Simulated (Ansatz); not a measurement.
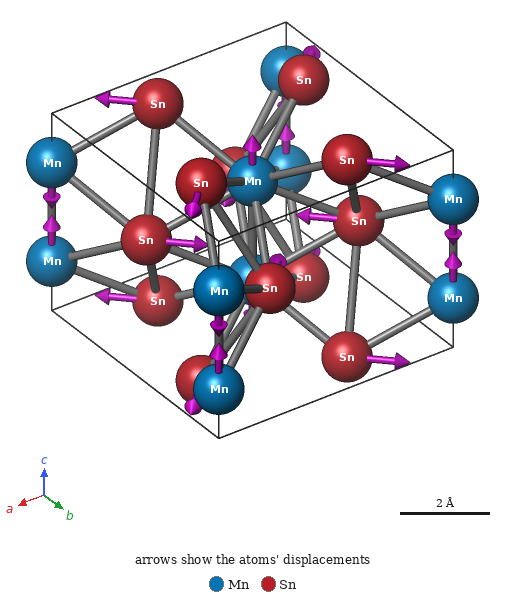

One vibrational mode of crystalline MnSn2 at the zone centre. The purple arrows give the relative displacements of the atoms. Style: ball-and-stick. Shown: the conventional cell (2 times the calculation's cell), from a free direction. Lengths and directions refer to the drawn axes.

Theory: Ansatz, DFT PBEsol, scalar-relativistic, plane waves, PAW. Set-up: plane-wave cutoff 420 eV; k-point mesh 12 × 12 × 12; occupations gaussian; smearing width 0.15 eV; collinear spin.

Describe the mode and give its frequency.

Answer. This is the A₂g mode at 3.77 THz, optical level 4 of 11, counted from below, silent by symmetry (neither infrared- nor Raman-active). Atoms of one kind move against one another, with no net shift of any sublattice; the kinetic energy is shared as Sn 87 %, Mn 13 %.
